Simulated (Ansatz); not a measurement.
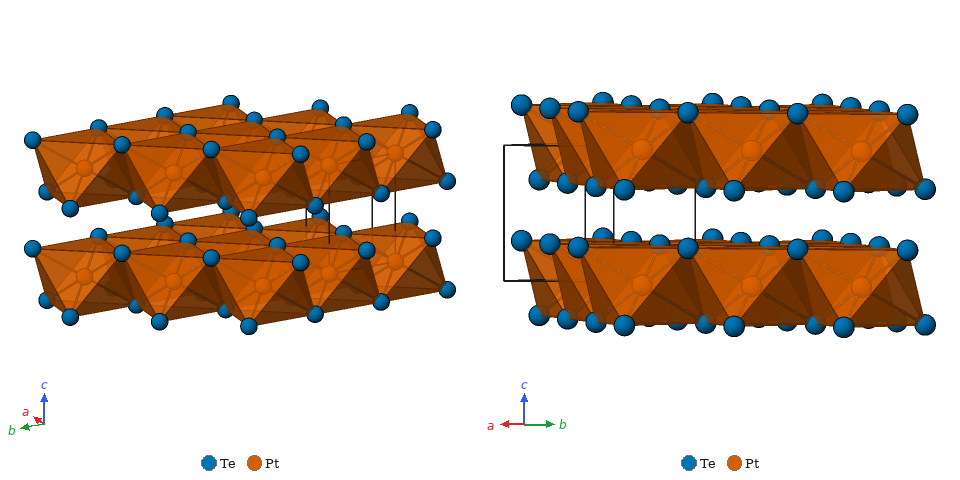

Polyhedra are drawn about Pt (bonds: Pt–Te below 3 Å); other atoms are plain spheres. Two views of the same piece.

The compound is Te₂Pt (space group P-3m1, No. 164), taken as the end point of a relaxation at fixed volume with DFT PBE+D3(BJ), scalar-relativistic, plane waves, PAW in Ansatz 0.2.0.

Sharing among the drawn polyhedra:

```
site        polyhedron  corner-sharing neighbours  edge-sharing  face-sharing  bond (Å)
  Pt  PtTe6 octahedron                          0             6             0      2.64
```

They form layers of edge-sharing octahedra parallel to (001).
